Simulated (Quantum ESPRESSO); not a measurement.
## Energy of CoO along an even scaling of the cell

System: CoO (Fm-3m, 2 atoms in the cell).
Method: Kohn-Sham DFT of a periodic cell, rev-vdW-DF2, PseudoDojo 0.4.1 SR PBE standard, spin-polarised (Quantum ESPRESSO 7.5).

The 7 runs differ only in the geometry, by an even scaling of the cell at fixed fractional positions. The structure derives from an entry of the Crystallography Open Database.

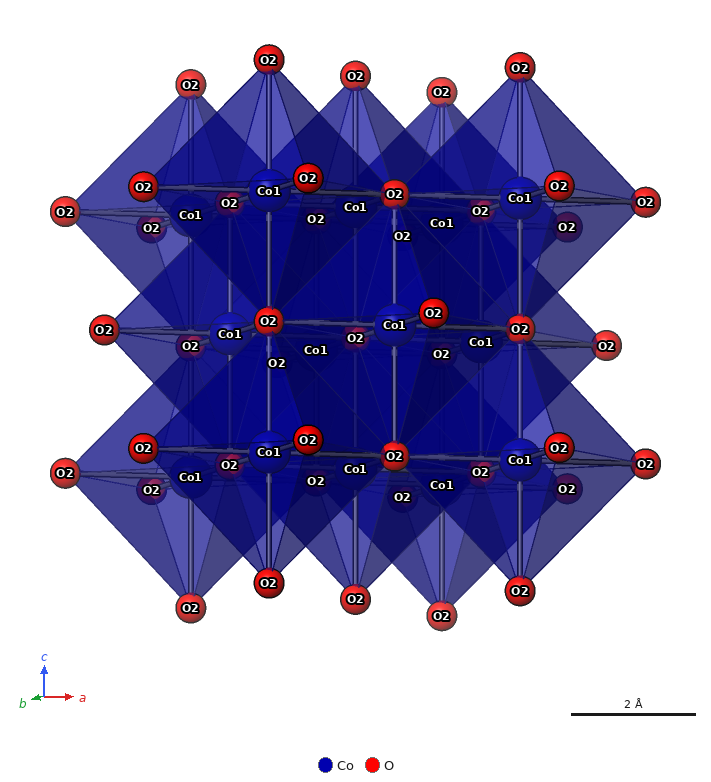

Figure 1. The structure of run 4 (polyhedral view of the cell 4 times as large as that of the calculation, set on its symmetry axes, seen at an oblique angle; polyhedra are completed across the faces of the cell; atoms are numbered from 1 in the order of the input).

### Input of run 4
```
&CONTROL
  calculation = 'scf'
  prefix = 'pwscf'
  outdir = './tmp'
  pseudo_dir = './pseudo'
  tprnfor = .true.
  tstress = .true.
  disk_io = 'nowf'
/
&SYSTEM
  ibrav = 0
  nat = 2
  ntyp = 2
  ecutwfc = 96
  nbnd = 21
  input_dft = 'vdw-df2-b86r'
  occupations = 'smearing'
  smearing = 'fd'
  degauss = 0.00367493
  nspin = 2
  starting_magnetization(1) = 0.1176
  starting_magnetization(2) = 0
/
&ELECTRONS
  conv_thr = 4d-10
  electron_maxstep = 120
  mixing_beta = 0.3
/
ATOMIC_SPECIES
Co    58.9332 Co.upf
O     15.9990 O.upf
CELL_PARAMETERS angstrom
   0.0000000000    2.1315000000    2.1315000000
   2.1315000000    0.0000000000    2.1315000000
   2.1315000000    2.1315000000    0.0000000000
ATOMIC_POSITIONS crystal
Co     0.0000000000    0.0000000000    0.0000000000
O      0.5000000000    0.5000000000    0.5000000000
K_POINTS automatic
9 9 9 0 0 0
```

Command:
```bash
OMP_NUM_THREADS=1 pw.x -in pw.in > pw.out
```

Run 5 differs from it as follows:
```diff
-   0.0000000000    2.1315000000    2.1315000000
-   2.1315000000    0.0000000000    2.1315000000
-   2.1315000000    2.1315000000    0.0000000000
+   0.0000000000    2.1456163054    2.1456163054
+   2.1456163054    0.0000000000    2.1456163054
+   2.1456163054    2.1456163054    0.0000000000
```

### Results, with one run withheld

```csv
run,volume per atom (Å³),"free energy per atom, from the lowest run given (meV)",pressure (GPa)
1,9.103,0.26,2.20
2,9.297,0.00,−1.76
3,9.490,4.16,−5.11
4,9.684,12.05,−7.98
5,9.878,?,?
6,10.071,37.60,−13.19
7,10.265,54.93,−15.59
```

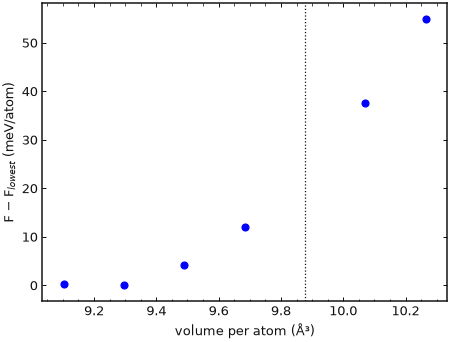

Figure 2. Free energy per atom of the runs given; the dotted line marks run 5.

Fit the runs given and predict run 5.

A cubic polynomial in V^(−2/3) (the Birch–Murnaghan form), fitted to the 6 runs given, misses them by at most 0.08 meV per atom. With x = V^(−2/3) − 0.22082 Å⁻², it reads F = 9.7617 − 2972.7 x + 2.1778e+05 x² − 61692 x³ (meV per atom). At run 5 it gives 23.32 meV per atom, and the run itself gives 23.25. The slope of the fit gives a pressure −dF/dV of −10.68 GPa there, and the run prints −10.62 GPa. The two needn't agree exactly: the fit is approximate, and the printed stress is taken on a finite basis. The fit has its minimum at 9.206 Å³ per atom, where V d²F/dV² gives 174 GPa: the bulk modulus at this level, since symmetry fixes the shape and the positions.

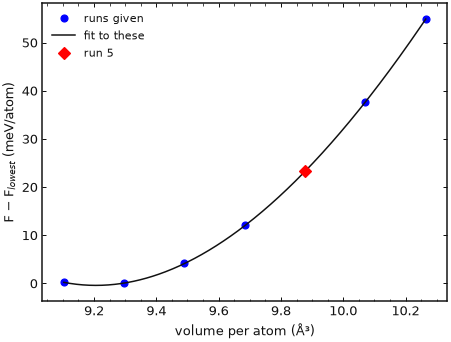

Figure 3. The fit and the withheld run.

### Some lines of the output (run 5)
```
[...]
     total energy              =    -338.49713879 Ry
     total energy              =    -338.49964244 Ry
     total energy              =    -338.50063546 Ry
     total energy              =    -338.50053053 Ry
     total energy              =    -338.50075817 Ry
     total energy              =    -338.50078643 Ry
     total energy              =    -338.50079110 Ry
     total energy              =    -338.50079384 Ry
     total energy              =    -338.50079388 Ry
     the Fermi energy is    13.4862 ev
!    total energy              =    -338.50079388 Ry
     The total energy is F=E-TS. E is the sum of the following terms:
     Computing stress (Cartesian axis) and pressure
          total   stress  (Ry/bohr**3)                   (kbar)     P=     -106.19
```

Notes: The record of the run, not the program, notes: potentials made for another functional. Points of doubt noted for this run: potentials made for another functional.
